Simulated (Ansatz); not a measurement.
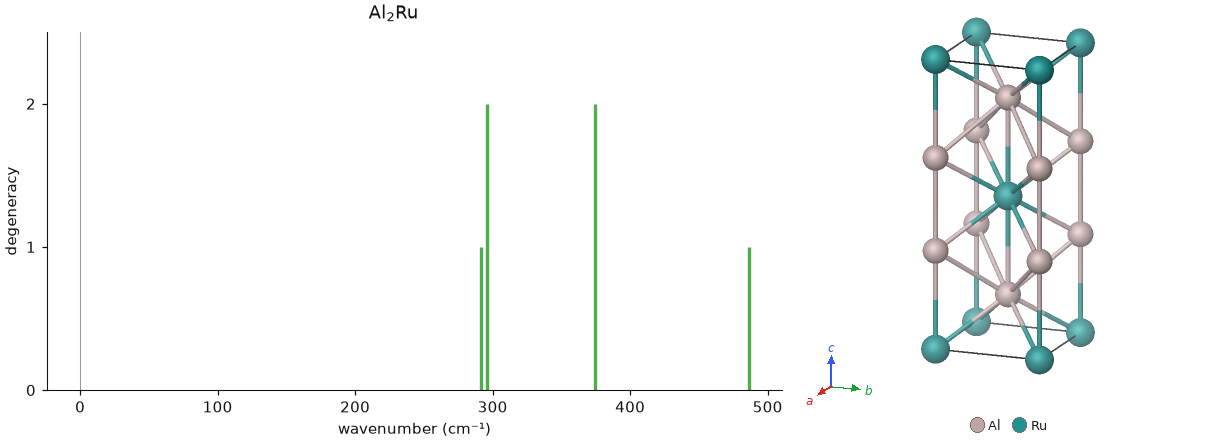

The plot gives the computed zone-centre optical phonon frequencies (the three acoustic modes are left out) for Al₂Ru, space group I4/mmm (No. 139). The conventional cell is drawn beside the plot.

The given structure:
```yaml
crystal:
  lattice:
    - [-1.52594, 1.52594, 4.10215]
    - [1.52594, -1.52594, 4.10215]
    - [1.52594, 1.52594, -4.10215]
  atoms:
    - { symbol: Al, position: [0.66041, 0.66041, 0.00000] }
    - { symbol: Al, position: [0.33959, 0.33959, 0.00000] }
    - { symbol: Ru, position: [0.00000, 0.00000, 0.00000] }
```

Calculation (Ansatz 0.2.0): harmonic phonon frequencies at the zone centre with atoms at rest in the given cell, without the long-range term of polar modes, the three translations left out, imaginary frequencies are negative; plane waves with PAW datasets, Γ-centred k mesh. Level: PBEsol, no spin polarisation.

```tsv
setting	value
wave cutoff	420 eV
k mesh	20×20×20
occupations	Fermi–Dirac
smearing width	0.15 eV
pressure	15 GPa
phonon method	linear response
```

This calculation gives: highest mode 486.3 cm⁻¹ and lowest optical mode 291.3 cm⁻¹.

Now the cell is expanded by 7.5 % in volume, to 13.69 Å³/atom, with shape and atoms relaxed (pressure 0 GPa against 15). The second calculation uses k mesh 18×18×18. Predict the effect.

The highest mode falls from 486.3 to 443.4 cm⁻¹ (−8.8 %) and the lowest optical mode falls from 291.3 to 250.2 cm⁻¹ (−14 %). The shift of the highest mode amounts to a Grüneisen parameter of 1.28.

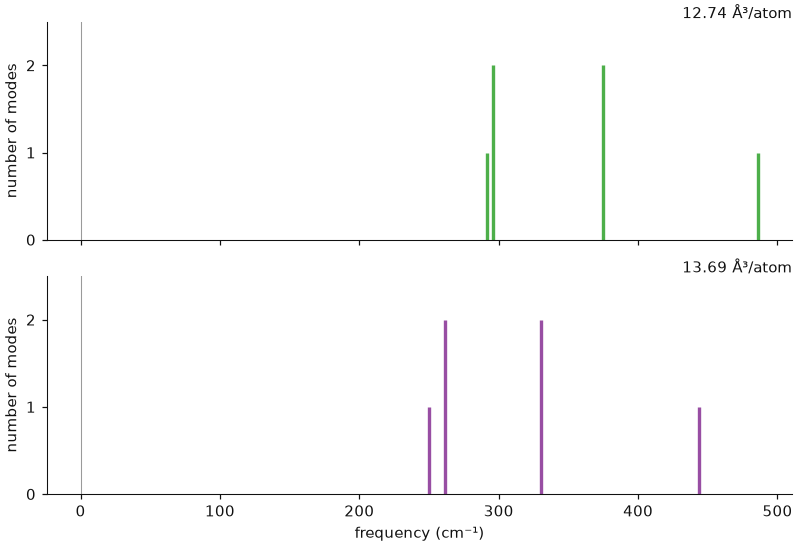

The two results together.

For both, limits of the calculation: metal sensitive to the k mesh.
